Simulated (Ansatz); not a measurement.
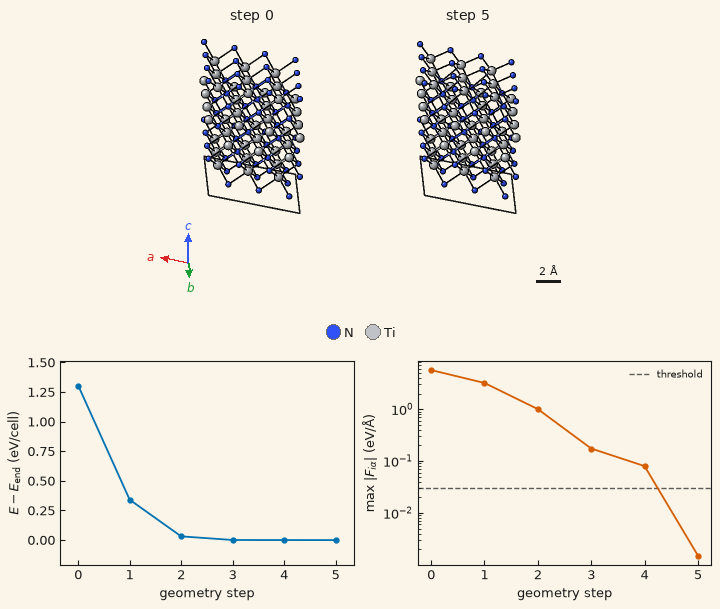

First and last geometry of a constrained relaxation of a slab of composition Ti$_{4}$N$_{5}$ (cut from the Fm-3m phase), with the history of the run. The picture is a ball-and-stick view of the 3 × 3 repeat of the cell, outlined in the plane, without the vacuum, seen from a free direction.

Case: clean slab, lower half held. The slab is the (1 1 1) face of TiN. 4 atoms are held fixed.

The calculation used DFT PBEsol, scalar-relativistic, plane waves, PAW (Ansatz). Settings: plane-wave cutoff 420 eV; k-point mesh 12 × 12 × 1; occupations gaussian; smearing width 0.1 eV; no spin polarisation; dipole correction; atoms relaxed in a fixed cell; force threshold 0.03 eV/Å; at most 70 steps.

What do the curves and the structures tell?

Answer. It converged. The largest move is that of a Ti atom, 0.22 Å along the normal (+c). By element the largest moves are Ti 0.22 Å, N 0.21 Å. The lattice vectors keep their values. Some distances before and after: N–Ti 2.102 → 1.885 Å, N–Ti 2.102 → 2.283 Å, Ti–Ti 2.973 → 3.143 Å, N–Ti 2.102 → 2.054 Å. Bond angles that change, for instance: N–Ti–N 180.0° → 163.2°, N–Ti–N 90.0° → 104.1°, Ti–N–Ti 90.0° → 104.1°. Over 5 geometry steps the energy falls by 1.305 eV per cell of the calculation. Largest force component: 5.7 eV/Å at the start, 0.0015 eV/Å at the end. The run took 65 s on 2 threads of Intel(R) Xeon(R) Platinum 8488C (Sapphire Rapids) (shared host), peak memory 0.58 GiB.

| step | E − E(0), meV/atom | largest force component, eV/Å |
| --- | --- | --- |
| 0 | 0.00 | 5.6800 |
| 1 | -107.13 | 3.2036 |
| 2 | -141.53 | 1.0039 |
| 3 | -144.94 | 0.1746 |
| 4 | -145.02 | 0.0800 |
| 5 | -145.04 | 0.0015 |

Limits of the set-up: the cell has an odd number of electrons but was run without spin polarisation.
